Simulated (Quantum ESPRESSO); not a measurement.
## Energy of CdS along an even scaling of the cell

System: CdS (2 atoms in the cell).
Method: Kohn-Sham DFT of a periodic cell, PBE, SSSP 1.3 efficiency PBE, no spin polarisation (Quantum ESPRESSO 7.5).

The 7 runs differ only in the geometry, by an even scaling of the cell at fixed fractional positions. The structure derives from a Materials Project entry.

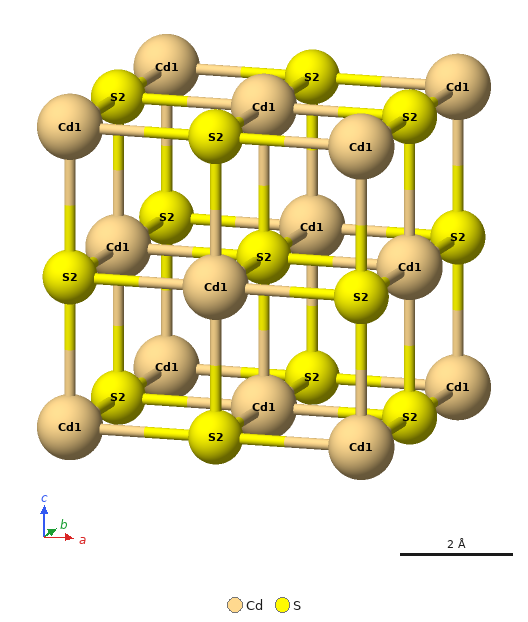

Figure 1. The structure of run 4 (ball-and-stick view of the cell 4 times as large as that of the calculation, set on its symmetry axes, seen slightly off an axis; atoms are numbered from 1 in the order of the input).

**Input of run 4**
```
&CONTROL
  calculation = 'scf'
  prefix = 'pwscf'
  outdir = './tmp'
  pseudo_dir = './pseudo'
  tprnfor = .true.
  tstress = .true.
  disk_io = 'nowf'
/
&SYSTEM
  ibrav = 0
  nat = 2
  ntyp = 2
  ecutwfc = 60
  ecutrho = 480
  nbnd = 15
  occupations = 'smearing'
  smearing = 'fd'
  degauss = 0.00367493
/
&ELECTRONS
  conv_thr = 4d-10
  electron_maxstep = 120
  mixing_beta = 0.5
/
ATOMIC_SPECIES
Cd   112.4140 Cd.pbe-dn-rrkjus_psl.0.3.1.UPF
S     32.0600 s_pbe_v1.4.uspp.F.UPF
CELL_PARAMETERS angstrom
   0.0000000000    2.7532440000    2.7532440000
   2.7532440000    0.0000000000    2.7532440000
   2.7532440000    2.7532440000    0.0000000000
ATOMIC_POSITIONS crystal
Cd     0.0000000000    0.0000000000    0.0000000000
S      0.5000000000    0.5000000000    0.5000000000
K_POINTS automatic
8 8 8 0 0 0
```

Command:
```bash
OMP_NUM_THREADS=1 pw.x -in pw.in > pw.out
```

Run 6 differs from it as follows:
```diff
-   0.0000000000    2.7532440000    2.7532440000
-   2.7532440000    0.0000000000    2.7532440000
-   2.7532440000    2.7532440000    0.0000000000
+   0.0000000000    2.7894750496    2.7894750496
+   2.7894750496    0.0000000000    2.7894750496
+   2.7894750496    2.7894750496    0.0000000000
```

**Results, with one run withheld**

```csv
run,volume per atom (Å³),"free energy per atom, from the lowest run given (meV)",pressure (GPa),gap on the mesh (eV)
1,19.618,16.38,4.72,0.22
2,20.036,6.44,2.82,0.23
3,20.453,1.15,1.13,0.23
4,20.871,0.00,−0.36,0.23
5,21.288,2.55,−1.70,0.23
6,21.705,?,?,?
7,22.123,17.18,−3.94,0.23
```

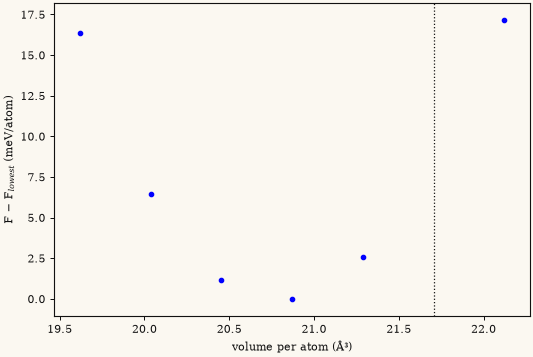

Figure 2. Free energy per atom of the runs given; the dotted line marks run 6.

Fit the runs given and predict run 6.

A cubic polynomial in V^(−2/3) (the Birch–Murnaghan form), fitted to the 6 runs given, misses them by under 0.01 meV per atom. With x = V^(−2/3) − 0.13262 Å⁻², it reads F = −0.0089253 + 406.54 x + 6.0372e+05 x² + 1.5126e+06 x³ (meV per atom). At run 6 it gives 8.38 meV per atom, and the run itself gives 8.39. The slope of the fit gives a pressure −dF/dV of −2.83 GPa there, and the run prints −2.88 GPa. The two needn't agree exactly: the fit is approximate, and the printed stress is taken on a finite basis. The fit has its minimum at 20.785 Å³ per atom, where V d²F/dV² gives 72.2 GPa: the bulk modulus at this level, since symmetry fixes the shape and the positions.

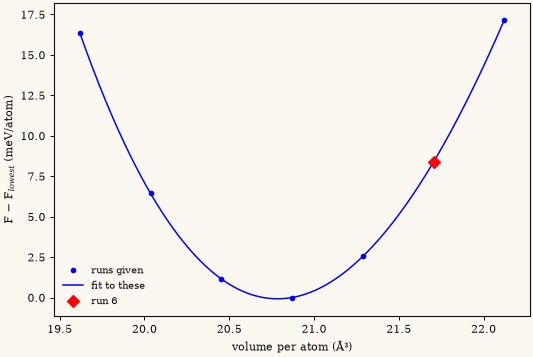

Figure 3. The fit and the withheld run.

**Some lines of the output (run 6)**
```
[...]
     total energy              =    -146.41858678 Ry
     total energy              =    -146.41884249 Ry
     total energy              =    -146.41889115 Ry
     total energy              =    -146.41888729 Ry
     total energy              =    -146.41889166 Ry
     total energy              =    -146.41889721 Ry
     total energy              =    -146.41889765 Ry
     total energy              =    -146.41889769 Ry
     total energy              =    -146.41889768 Ry
     the Fermi energy is     7.2284 ev
!    total energy              =    -146.41889769 Ry
     The total energy is F=E-TS. E is the sum of the following terms:
     Computing stress (Cartesian axis) and pressure
          total   stress  (Ry/bohr**3)                   (kbar)     P=      -28.80
```
